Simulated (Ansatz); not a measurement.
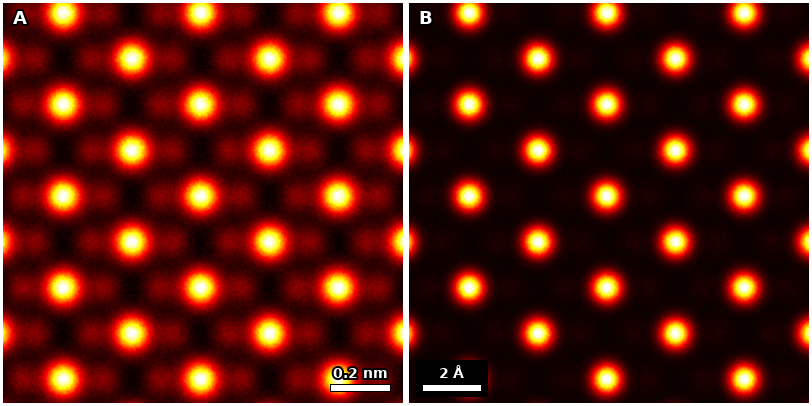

Two simulated images of the same area of HfO2 (P4_2/mnm, No. 136) along [100], with a probe of 0.80 Å. One is incoherent Z contrast (Z^1.7 per atom), the other the projected potential of neutral atoms blurred by the probe (iDPC-like, thin sample). Brightness is counted from the darkest point of the image. Shot noise was added. Model: a calculation's starting geometry.

> Which panel is which, and how can one tell?

B is the Z-contrast image and A the potential image. The columns of 1 O per repeat reach about 2 % of the brightest peak (1 Hf) in B but about 18 % in A, mainly since the potential grows much more slowly with atomic number. The O columns show clearly in A alone.
